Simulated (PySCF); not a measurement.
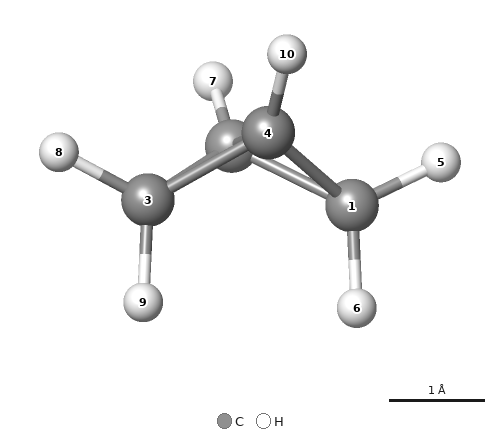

This is the input geometry for a relaxation of C4H6. A ball-and-stick model, seen at a tilt.

The start comes from GFN2-xTB.

These are results of PBE0-D3(BJ)/def2-SVP geometry optimisation, gas phase (PySCF 2.14.0, density-fitted response routines), not measurements.

```xyz
10

C    -1.1022   -0.2418   -0.2303
C    -0.1231    0.3117    0.7553
C     1.0833   -0.3530    0.1731
C     0.1506    0.4295   -0.6955
H    -2.0389    0.2859   -0.3627
H    -1.1904   -1.3181   -0.3342
H    -0.2360    1.0050    1.5602
H     2.0532    0.0766    0.3914
H     1.0967   -1.4343    0.0878
H     0.3156    1.2431   -1.3678
```

**Where does the relaxation end?**

After 6 geometry steps the energy has fallen by 5.17 kJ/mol. Largest force component: 1 eV/Å at the start, 0.0084 eV/Å at the end. The largest moves after the best rigid fit, 0.063 Å, are those of H6 and H9. Largest moves by element: H 0.063 Å, C 0.041 Å. Among the contacts that change: C2–H7 1.068 → 1.089 Å, C1–H5 1.083 → 1.096 Å, C2–C4 1.481 → 1.476 Å. Bond angles that change, for instance: C2–C4–H10 134.9° → 130.7°, C1–C4–C3 96.1° → 98.3°. The run took roughly 17 core-seconds on a shared host.

Final geometry:

```xyz
10

C    -1.1180   -0.2496   -0.2335
C    -0.1239    0.2709    0.7497
C     1.0984   -0.3626    0.1751
C     0.1487    0.3885   -0.6966
H    -2.0397    0.3298   -0.3601
H    -1.2491   -1.3370   -0.3465
H    -0.2265    1.0362    1.5175
H     2.0571    0.1210    0.3952
H     1.1536   -1.4595    0.0965
H     0.3083    1.2670   -1.3198
```

After the run, drawn alike:

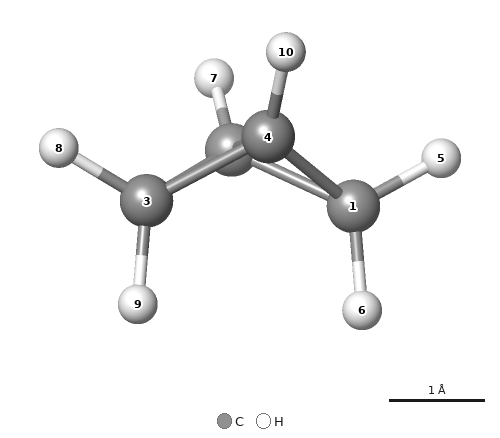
